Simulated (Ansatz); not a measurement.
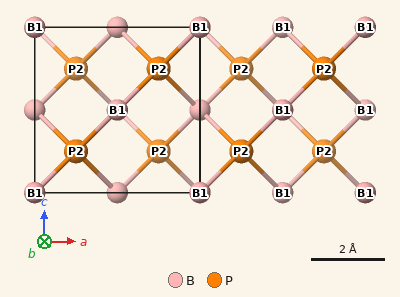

Crystalline BP (set up in F-43m), before the relaxation. The picture is a ball-and-stick view of the conventional cell (4 times the calculation's cell), repeated 2 × 1 × 1 with one cell outlined, seen along the b axis. Lengths and directions refer to the drawn axes.

Case: relaxed at 30 GPa.

Level of theory: Ansatz, DFT PBE, scalar-relativistic, plane waves, PAW.

The input:
```yaml
crystal:
  lattice:
    - [0.0, 2.2741905837, 2.2741905837]
    - [2.2741905837, 0.0, 2.2741905837]
    - [2.2741905837, 2.2741905837, 0.0]
  atoms:
    - { symbol: B, position: [0.0, 0.0, 0.0] }
    - { symbol: P, position: [0.75, 0.75, 0.75] }
basis:
  ecutwfc: 420
kpoints:
  mp_grid: { grid: [10, 10, 10] }
hamiltonian:
  xc: pbe
scf:
  occupations: { method: fixed }
output:
  forces: true
  stress: true
  eigenvalues: true
relax:
  adjacent_minimum: "off"
  f_tol: 0.001
  max_steps: 60
  cell: { stress_tol: 0.02, p_target: 30.0 }
```

Run as
```bash
ansatz run input.yaml --threads 1 --pin off --max-ram 3072MiB --backend cpu --events-out ev --progress --plain --runs-dir out
```

> Where does the relaxation end?

Over 5 accepted moves (7 points after the start) the energy rises by 130 meV per atom. With the target pressure of 30 GPa, the enthalpy E + pV changes by −161 meV per atom. All forces vanish by symmetry, so only the cell relaxes. Pressure: 0.01 GPa at the start and 30.00 GPa at the end. At 2 points the geometry stayed and the basis and grid were re-selected for the new cell (energy shift of 0.8 meV per atom at most each time). No atom moves by more than 0.005 Å relative to the cell. The volume changes by −13.2 %, with a = b = c 4.548 → 4.338 Å (−4.6 %). Among the contacts that change: B1–P2 1.970 → 1.879 Å. The space group stays F-43m (No. 216). The run took 3.7 s on 1 thread of AMD EPYC 9R45 96-Core Processor (Zen 5) (shared host), peak memory 0.35 GiB.

History of the run:

| step | E − E(0), meV/atom | pressure, GPa | volume, Å³/atom | note |
| --- | --- | --- | --- | --- |
| 0 | 0.00 | 0.01 | 11.762 |  |
| 1 | 68.09 | 20.64 | 10.598 |  |
| 2 | 141.59 | 31.80 | 10.143 |  |
| 3 | 128.07 | 29.92 | 10.214 |  |
| 4 | 128.62 | 30.00 | 10.211 |  |
| 5 | 129.38 | 29.89 | 10.211 | same geometry, new basis |
| 6 | 130.16 | 30.00 | 10.207 |  |
| 7 | 130.18 | 30.00 | 10.207 | same geometry, new basis |

The end point in the same view:

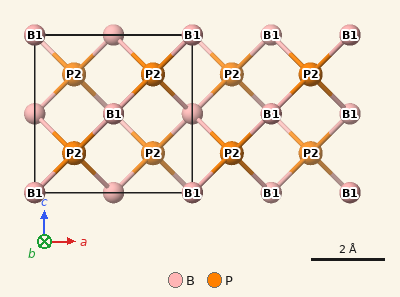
